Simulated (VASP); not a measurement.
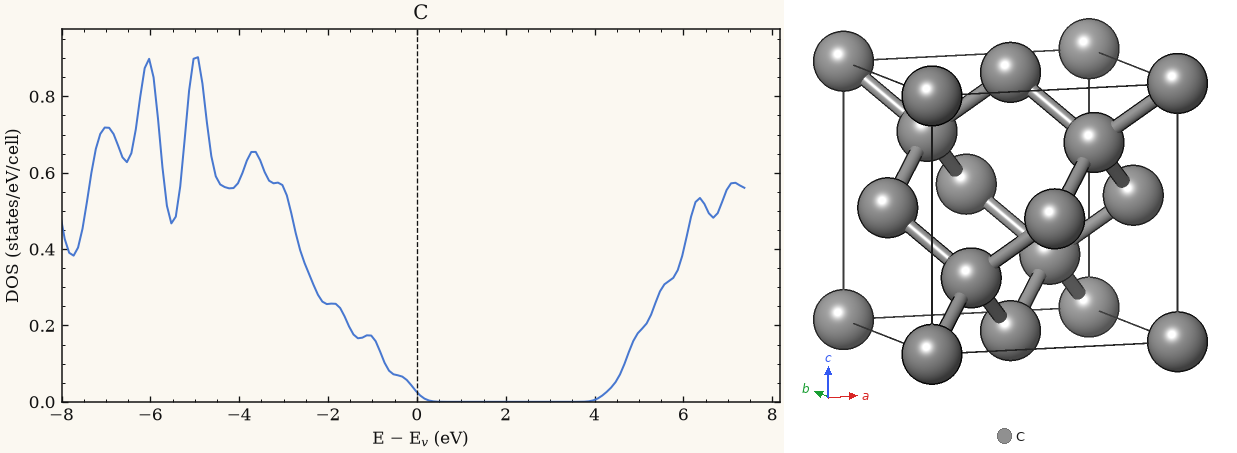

Density of states, beside the structure. Energies are counted from the top of the valence band. The DOS curve is built from the levels of the k mesh with Gaussians 0.55 eV wide, which also blur the band edges; ripples of that width can come from the mesh.

The material is diamond-type C, space group Fd-3m, 2 atoms in the primitive cell; cubic a = 3.561 Å.

VASP; r2SCAN, VASP PAW PBE potentials, release 64 (C), no spin polarisation, no spin-orbit coupling, 12×12×12 k mesh, 520 eV cutoff, Gaussian smearing of 0.02 eV.

### Metal or insulator, going by the density of states?

There is a gap; over the k points computed it is 4.35 eV (indirect; the smallest direct gap on the k mesh is 5.85 eV).

The PAW data sets were made with another functional. LDA, GGA and most meta-GGA functionals understate gaps. At ambient pressure diamond is metastable; the stable form of carbon is graphite. The cell was derived from a database entry in an earlier step, so it needn't be the measured one.
